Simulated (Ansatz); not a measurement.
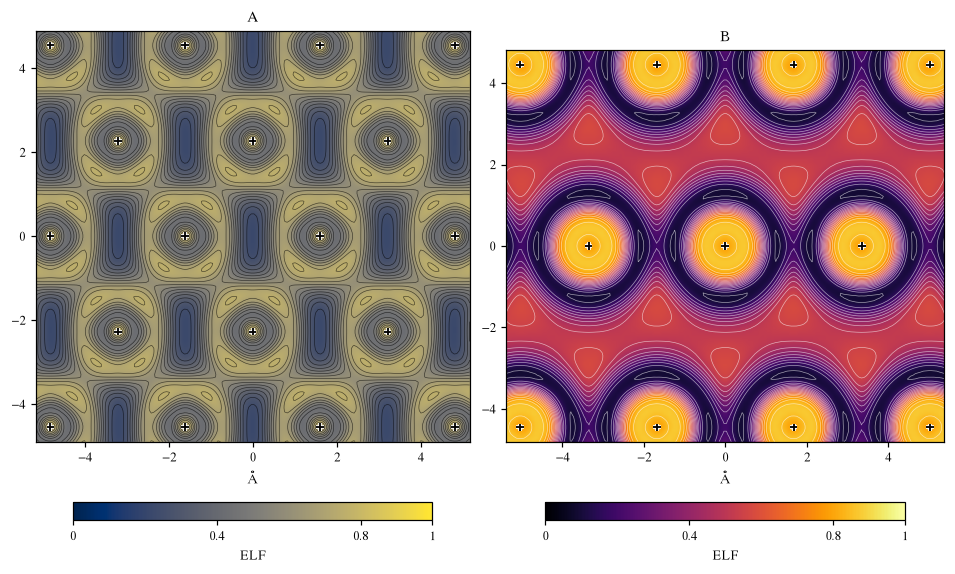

The electron localisation function of 2 systems, each on a plane through atoms (crosses mark nuclei in the plane).

Computed with DFT, RPBE, plane waves (420 eV) with PAW, scalar-relativistic (Ansatz 0.2.0).

System 1: Lu, the (110) plane of the conventional cell. Space group I4₁/amd; set up as Lu, beta-Sn type; a generated structure, not necessarily the stable one; changed on purpose from its base cell (volume × 1.04).

```
Lu
1.0
     6.30007    0.00201   -0.00205
     0.00201    6.30007   -0.00205
    -0.00112   -0.00112    3.35463
Lu
4
Direct
  0.00011 0.00000 0.00006
  0.50011 0.50000 0.50006
  0.00000 0.50011 0.25006
  0.50000 0.00011 0.75006
```

System 2: Si, the (110) plane of the conventional cell. Space group Im-3m; set up as Si, bcc; a generated structure, not necessarily the stable one; changed on purpose from its base cell (volume × 1.12); computed pressure about −8 GPa in this cell.

```cif
data_structure
_symmetry_space_group_name_H-M 'P 1'
_symmetry_Int_Tables_number 1
_cell_length_a 3.2122
_cell_length_b 3.2122
_cell_length_c 3.2122
_cell_angle_alpha 90.000
_cell_angle_beta 90.000
_cell_angle_gamma 90.000
_cell_volume 33.15
loop_
_atom_site_label
_atom_site_type_symbol
_atom_site_fract_x
_atom_site_fract_y
_atom_site_fract_z
_atom_site_occupancy
Si1 Si 0.00000 0.00000 0.00000 1
Si2 Si 0.50000 0.50000 0.50000 1
```

Which map belongs to which system?

Panel A is system 2, Si: the plane holds Si. Si–Si (2.78 Å): the ELF peaks at about 0.75 between the atoms. Panel B is system 1, Lu: the plane holds Lu. Lu–Lu (3.35 Å): the ELF is about 0.20 at the midpoint; no localised pair shows between them.
